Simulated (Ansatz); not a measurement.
Run report: CdTe, geometry relaxation

The run: geometry relaxation of CdTe (F-43m, 2 atoms in the cell). Method and program: DFT PBE, scalar-relativistic, plane waves, PAW, PAW set soft_1, no spin polarisation (Ansatz 0.2.0).

The structure derives from an entry of the Crystallography Open Database.

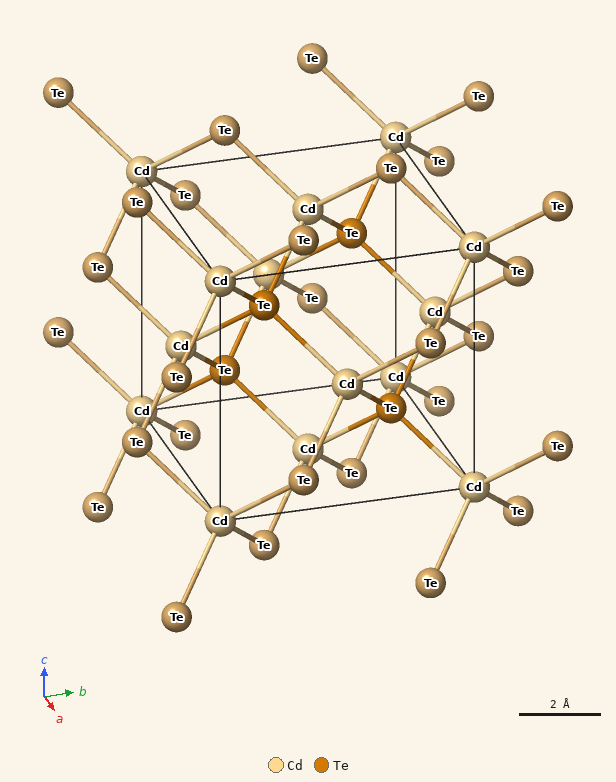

**Figure 1.** The input geometry (ball-and-stick view of the cell 4 times as large as that of the calculation, set on its symmetry axes, seen at an oblique angle; neighbours outside the cell are drawn fainter). An atom can appear more than once, as a periodic image. Near neighbours in the periodic cell (some may lie outside the picture): Cd has 4 Te at 2.87 Å; Te has 4 Cd at 2.87 Å.

**Summary**

- outcome: converged
- space group (tolerance 0.01 Å): F-43m (216)
- electrons treated: 36
- free energy: −15235.5073 eV
- Fermi energy: 6.889 eV
- gap on the k-point mesh: 0.58 eV
- pressure: 0.02 GPa
- final volume: 72.46 Å³
- largest force (length of the vector) at the end: under 0.001 eV/Å
- final cell: a = 4.679 Å, b = 4.679 Å, c = 4.679 Å, α = 60.00°, β = 60.00°, γ = 60.00°
- hardware: 1 thread of Intel Xeon @ 2.50GHz (Skylake/Cascade Lake), 32 GiB of memory available, shared host
- wall time: 16 s
- peak memory: 0.43 GiB

**The input**
```yaml
crystal:
  lattice:
    - [0.0, 3.3088763839, 3.3088763839]
    - [3.3088763839, 0.0, 3.3088763839]
    - [3.3088763839, 3.3088763839, 0.0]
  atoms:
    - { symbol: Cd, position: [0.0, 0.0, 0.0] }
    - { symbol: Te, position: [0.75, 0.75, 0.75] }
basis:
  ecutwfc: 420
kpoints:
  mp_grid: { grid: [10, 10, 10] }
hamiltonian:
  xc: pbe
  pseudopotentials: { kind: paw, azcp: { folder: soft_1 } }
scf:
  occupations: { method: gaussian, width: 0.02 }
output:
  forces: true
  stress: true
  eigenvalues: true
relax:
  adjacent_minimum: "off"
  f_tol: 0.005
  max_steps: 80
  cell: { stress_tol: 0.05 }
```

Run as:
```bash
ansatz run input.yaml --threads 1 --pin off --max-ram 3072MiB --backend cpu --events-out ev --progress --plain --runs-dir out
```

**What the program printed**
```
Engine: ansatz 0.2.0, x86_64-unknown-linux-gnu
Pseudopotentials: kind: paw
Pseudopotential: Cd, paw, valence charge 20, recommended cutoff 420 eV (normal), [file]
Pseudopotential: Te, paw, valence charge 16, recommended cutoff 420 eV (normal), [file]
Functional definition: PBE
  parameter kappa = 0.804
  parameter beta = 0.06672455060314922
  exchange = pbe_x(kappa = kappa, mu = beta*pi^2/3)
  correlation = pbe_c(beta = beta)
Crystal: 2 atoms, lattice volume = 72.456 Å³
Basis set: ecut = 420 eV, 1411 PW (Γ), exchange–correlation on 64×64×64 points (8 copies of the dense FFT grid, shifted against one another)
Bands: 22, of which v1, the nominal top of the filled ones, is band 18 counted from 1 (17 counted from 0)
Symmetry: 24 space group operations
Space group: F-43m (ITA 216), of the structure as read, at distance tolerance 4.2e-5 Å
k-points: 47 of 1000 (time reversal used)
Non-local potential: Cd, projectors of the file, l = 0: 3, l = 1: 2, l = 2: 2, l = 3: 1
Non-local potential: Te, projectors of the file, l = 0: 2, l = 1: 2, l = 2: 2, l = 3: 1
PAW form: soft (Blöchl's): semilocal exchange-correlation on the pseudo side does not see the compensation charge
PAW one-centre angular grid: Cd, 590 points (default); XC on 64 Gauss nodes
PAW one-centre angular grid: Te, 590 points (default); XC on 64 Gauss nodes
Initial density: superposition of atomic densities (chi_scale 0.1, normalization cell, long waves kept (reshape's long-wave potential 0.00 eV rms))
Initial wavefunctions: pseudopotential atomic-orbital guess
Functional: x = pbe(κ = 0.804, μ = 0.2195149727645171), c = pbe(β = 0.06672455060314922)
SCF iter   1: F=—  HF=-15235.536873 eV  |F-HF|=—  |Δ(HF+E_count)|=         —  Δρ=2.09e-2  dr2=2.22e-1  ethr=3.10e-3  ⟨swp⟩=7.4  Hψ=5267  notcnv=0
preconditioner: auto → none  [insulator: Δε(μ)=0.484 eV  Ē_g=11.346 eV  σ=0.020 eV  W_gap=1.00  n_scr=14 (ndim 8)  ℏωp=18.5 eV  f_vac=0.180  D(μ)=0.00/eV (n_scr^D=0)  ε∞_Penn≈3.7]
SCF iter   2: F=—  HF=-15235.505307 eV  |F-HF|=—  |Δ(HF+E_count)|=   3.16e-2  Δρ=8.57e-3  dr2=4.62e-2  ethr=6.17e-4  ⟨swp⟩=4.0  Hψ=2617  notcnv=0
SCF iter   3: F=—  HF=-15235.506176 eV  |F-HF|=—  |Δ(HF+E_count)|=   8.69e-4  Δρ=4.28e-3  dr2=8.39e-3  ethr=1.28e-4  ⟨swp⟩=3.0  Hψ=1738  notcnv=0
SCF iter   4: F=—  HF=-15235.507246 eV  |F-HF|=—  |Δ(HF+E_count)|=   1.07e-3  Δρ=5.47e-4  dr2=8.24e-5  ethr=2.33e-5  ⟨swp⟩=2.0  Hψ=1974  notcnv=0
SCF iter   5: F=—  HF=-15235.507302 eV  |F-HF|=—  |Δ(HF+E_count)|=   5.58e-5  Δρ=1.01e-4  dr2=4.13e-6  ethr=2.29e-7  ⟨swp⟩=3.0  Hψ=2021  notcnv=0
SCF iter   6: F=—  HF=-15235.507304 eV  |F-HF|=—  |Δ(HF+E_count)|=   1.93e-6  Δρ=3.06e-5  dr2=6.93e-7  ethr=1.15e-8  ⟨swp⟩=2.0  Hψ=1692  notcnv=0
SCF iter   7: F=-15235.507304 eV  HF=-15235.507304 eV  |F-HF|=1.21e-8  |Δ(HF+E_count)|=   1.79e-7  Δρ=3.32e-6  dr2=8.87e-9  ethr=2.78e-10  ⟨swp⟩=4.7  Hψ=5118  notcnv=0
SCF 1 converged in 7 iterations: F = -15235.507304 eV  dr2 = 8.87e-9
  greatest PAW one-centre occupation: 1.000 electrons in one spin orbital (limit 2), on the Cd atom at site 0 (counted from 0), in its partial waves of l = 0
relax step   1: F+E_penalty+E_count = -15235.50730378 eV  Δ(F+E_penalty+E_count) = +0.000e0 eV  max|allowed force component| = 1.573e-16 eV/Å  Δτ_max = 0.0000 Å  P = +0.017 GPa  Ω = 72.456 Å³  (7 SCF iters, dr2 threshold 1.00e-7 eV, accepted)
Initial density: handed on by an earlier stage of this run
Initial wavefunctions: pseudopotential atomic-orbital guess (no wavefunctions were taken with the density)
iter 1 solved again at ethr=2.59e-7 eV; its pass at ethr=3.10e-3 eV (dr2=9.33e-5 eV) is discarded
SCF iter   1: F=—  HF=-15235.507306 eV  |F-HF|=—  |Δ(HF+E_count)|=         —  Δρ=3.26e-6  dr2=7.09e-9  ethr=2.59e-7  ⟨swp⟩=3.6  Hψ=8207  notcnv=0
eigensolver tolerance schedule: the retry pair's looser diagonalisation over-reported the residual by 13169.78 of it (diagonalisation noise at an unbounded share of the residual, at the tolerance the schedule requests for it); recorded, not acted on — ethr = c·dr2/N_el stays at c = 1.0e-1
preconditioner: auto → none  [insulator: Δε(μ)=0.585 eV  Ē_g=11.151 eV  σ=0.020 eV  W_gap=1.00  n_scr=14 (ndim 8)  ℏωp=18.5 eV  f_vac=0.203  D(μ)=0.00/eV (n_scr^D=0)  ε∞_Penn≈3.8]
SCF iter   2: F=—  HF=-15235.507304 eV  |F-HF|=—  |Δ(HF+E_count)|=   2.15e-6  Δρ=1.88e-6  dr2=3.01e-9  ethr=1.97e-11  ⟨swp⟩=3.3  Hψ=2322  notcnv=0
SCF iter   3: F=—  HF=-15235.507304 eV  |F-HF|=—  |Δ(HF+E_count)|=   5.35e-9  Δρ=7.77e-7  dr2=6.36e-10  ethr=8.35e-12  ⟨swp⟩=2.0  Hψ=1457  notcnv=0
SCF iter   4: F=—  HF=-15235.507304 eV  |F-HF|=—  |Δ(HF+E_count)|=  1.76e-10  Δρ=3.93e-7  dr2=6.67e-11  ethr=1.77e-12  ⟨swp⟩=2.0  Hψ=1410  notcnv=0
SCF iter   5: F=-15235.507304 eV  HF=-15235.507304 eV  |F-HF|=3.64e-12  |Δ(HF+E_count)|=  1.82e-12  Δρ=1.66e-7  dr2=1.68e-11  ethr=1.00e-12  ⟨swp⟩=7.0  Hψ=5234  notcnv=0
SCF 2 converged in 5 iterations: F = -15235.507304 eV  dr2 = 1.68e-11
relax step   2: F+E_penalty+E_count = -15235.50730379 eV  Δ(F+E_penalty+E_count) = -3.120e-9 eV  max|allowed force component| = 1.388e-16 eV/Å  Δτ_max = 0.0000 Å  P = +0.017 GPa  Ω = 72.456 Å³  stress off target by 1.71e-2 GPa  SCF on the basis re-selected at this cell (its energy is not comparable with the rows above)  (5 SCF iters)
```

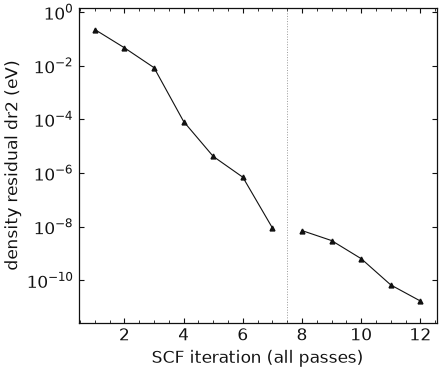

**Figure 2.** Convergence of the self-consistent field: density residual dr2 against the SCF iteration. The dotted lines part the SCF passes of the relaxation: geometry steps, rejected trials and re-solves on a re-selected basis. The passes take 7 and 5 iterations.

```
basis re-selected at this cell: Δ(F+E_penalty+E_count) = -3.120e-9 eV, ΔP = -0.000 GPa vs the last step (what re-selecting the basis moved, of the pressure what is left beyond the Pulay correction that the steps carried, after the strain that the cell walked since its last selection, with what the two solves' SCF thresholds leave and, on support functions, any second-order correction that the steps lacked; it is no measure of the basis error at this ecutwfc). This SCF's stress stands 1.71e-2 GPa from its target on what of the cell is left free (relax.cell.stress_tol is 5.00e-2 GPa) and its largest allowed force component is 1.39e-16 eV/Å (relax.f_tol is 5.00e-3 eV/Å): within both
SCF converged after 5 iterations
Free energy (F): -15235.507304 eV
Harris-Foulkes:  -15235.507304 eV  (|F-HF|=3.64e-12)
Internal energy: -15235.507304 eV  (E = F + TS)
E sigma→0 (E₀):  -15235.507304 eV
Fermi energy:    6.888585 eV
--- Per-component energies (eV) ---
  E_band       = -815.332436
  E_kinetic    = 611.913282
  E_local      = -5945.289510  (includes V_loc(G=0)·N_el)
  E_nonlocal   = 186.348933
  E_hartree    = 2792.248958
  E_xc         = -278.230168
  E_vxc        = -296.972123  (∫ρ·V_xc dr)
  E_paw        = -8771.906240  (= ΣΔE_a)
  E_vpaw       = -955.831597  (= ΣTr[D̂ρ^β])
  E_aug_tail   = 0.000435  (compensation charges beyond the density's cutoff)
  E_ewald      = -3830.592993
  E_smearing   = -0.000000  (= −TS)
  E_closure    = -0.000000  (closes the sum)
  Σ components = -15235.507304   (vs F -15235.507304, Δ=0.00e0)
--- Forces (eV/Å), atoms counted from 1 ---
  atom   1  Cd    -0.00000000     0.00000000    -0.00000000
  atom   2  Te     0.00000000    -0.00000000     0.00000000
  max |Σ_I F_I| component: 1.85e-17 eV/Å
--- Stress (GPa, compression-positive) ---
        0.017119       0.000000      -0.000000
        0.000000       0.017119       0.000000
       -0.000000       0.000000       0.017119
  P = ⅓ Tr σ = 0.0171 GPa (0.171 kbar)
--- Band table (eV; the first three rows and the last of 47) ---
  k-point 0: bands = ["-95.3871", "-56.4434", "-56.4434", "-56.4434", "-29.2909", "-29.2909", "-29.2909", "-29.2849", "-29.2849", "-4.2400", "-1.4858", "-1.4858", "-1.4858", "-1.2685", "-1.2685", "6.5958", "6.5958", "6.5958", "7.1806", "11.2499", "11.2499", "11.2499"]
  k-point 1: bands = ["-95.3871", "-56.4434", "-56.4434", "-56.4434", "-29.2909", "-29.2908", "-29.2908", "-29.2849", "-29.2849", "-4.2072", "-1.4797", "-1.4797", "-1.4589", "-1.2690", "-1.2690", "5.7005", "6.5166", "6.5166", "7.9005", "11.1855", "11.3796", "11.3796"]
  k-point 2: bands = ["-95.3871", "-56.4434", "-56.4434", "-56.4434", "-29.2909", "-29.2908", "-29.2908", "-29.2849", "-29.2849", "-4.1212", "-1.4647", "-1.4647", "-1.3730", "-1.2693", "-1.2693", "4.5674", "6.3266", "6.3266", "8.4107", "11.4646", "11.6521", "11.6521"]
  k-point 46: bands = ["-95.3871", "-56.4434", "-56.4434", "-56.4434", "-29.2909", "-29.2907", "-29.2904", "-29.2849", "-29.2847", "-3.7964", "-1.3814", "-1.3760", "-1.2984", "-1.2624", "-0.7889", "2.6934", "4.5549", "4.6799", "10.4446", "10.8530", "12.6130", "13.1672"]
--- Relaxed structure (1 steps of the walk, 1 accepted, 1 SCFs on fresh bases) ---
  F+E_penalty+E_count = -15235.50730379 eV   max|allowed force component| = 1.388e-16 eV/Å   (the final SCF, on the basis selected at the relaxed cell)
  cell:  # Å, volume = 72.4555 Å³
    - [0.0, 3.3088763839, 3.3088763839]
    - [3.3088763839, 0.0, 3.3088763839]
    - [3.3088763839, 3.3088763839, 0.0]
  atoms:
    - { symbol: Cd, position: [0.0, 0.0, 0.0] }
    - { symbol: Te, position: [0.75, 0.75, 0.75] }
```

**Trajectory as extended XYZ (Å, eV, eV/Å), 2 frames, from step=1 to step=2**
```
2
Lattice="0.0000 3.3089 3.3089 3.3089 0.0000 3.3089 3.3089 3.3089 0.0000" Properties=species:S:1:pos:R:3:forces:R:3 step=1 energy=-15235.50730 pressure_GPa=0.02
Cd    0.0000    0.0000    0.0000    0.0000   0.0000   0.0000
Te    4.9633    4.9633    4.9633    0.0000   0.0000   0.0000
2
Lattice="0.0000 3.3089 3.3089 3.3089 0.0000 3.3089 3.3089 3.3089 0.0000" Properties=species:S:1:pos:R:3:forces:R:3 step=2 energy=-15235.50730 pressure_GPa=0.02
Cd    0.0000    0.0000    0.0000    0.0000   0.0000   0.0000
Te    4.9633    4.9633    4.9633    0.0000   0.0000   0.0000
```

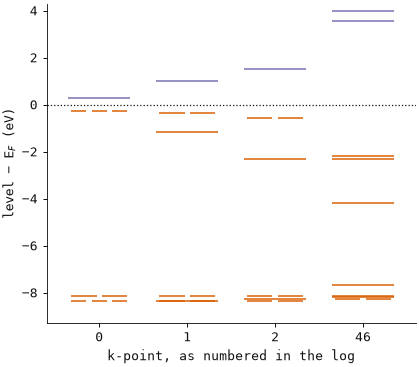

**Figure 3.** Kohn–Sham levels near the Fermi level (dotted) at the few k-points that the log prints; levels within 0.02 eV of each other stand side by side. Among these points the highest filled and lowest empty levels are 0.58 eV apart, which is the gap on the mesh.
